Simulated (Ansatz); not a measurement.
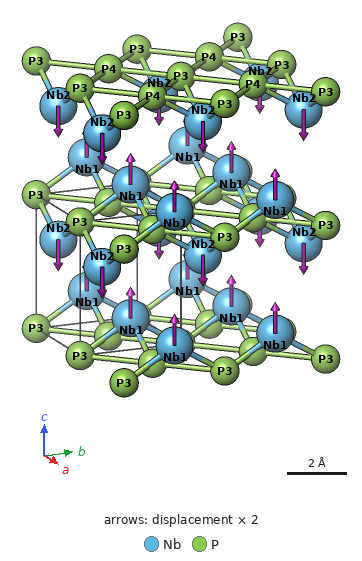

A relaxation of a crystal of NbP (built on the litharge_129 type) (coarse preliminary run). The starting structure is drawn; purple arrows show the displacements (the part carried along by the change of the cell is left out), 2 times their true length.

The picture is a ball-and-stick view of the cell of the calculation, repeated 2 × 2 × 2 with one cell outlined, seen slightly off an axis.

Case: litharge type (P4/nmm, No. 129).

Method: Ansatz, DFT PBE, scalar-relativistic, plane waves, PAW. Settings: plane-wave cutoff 420 eV; k-point mesh 6 × 6 × 4; occupations gaussian; smearing width 0.1 eV; no spin polarisation; cell and atoms relaxed; force threshold 0.04 eV/Å; at most 70 steps.

Q: What did the optimiser do to the structure, and how much energy did it gain?

A: The largest moves relative to the cell, 0.56 Å, are those of Nb1 and Nb2. Nb1 goes along +c. P stays in place. The drawn cell changes at constant volume: a = b 3.735 → 3.404 Å (−8.9 %), c 4.719 → 5.679 Å (+20.3 %). Some distances before and after: Nb1–Nb2 3.636 → 3.056 Å, Nb1–P3 2.172 → 2.549 Å, P3–P4 2.641 → 2.407 Å. Bond angles that change, for instance: P3–Nb1–P3 118.6° → 83.8°, P3–Nb1–P4 74.9° → 56.3°. The space group stays P4/nmm (No. 129). The energy falls by 1901 meV per atom in 9 accepted moves (11 points after the start). Largest force component: 11 eV/Å at the start, 0.0013 eV/Å at the end. Pressure: 64.81 GPa at the start and 0.00 GPa at the end. The SCF was repeated twice at an unchanged geometry on a basis and grid sized afresh for the cell, which shifted the energy by 4.9 meV per atom at most.
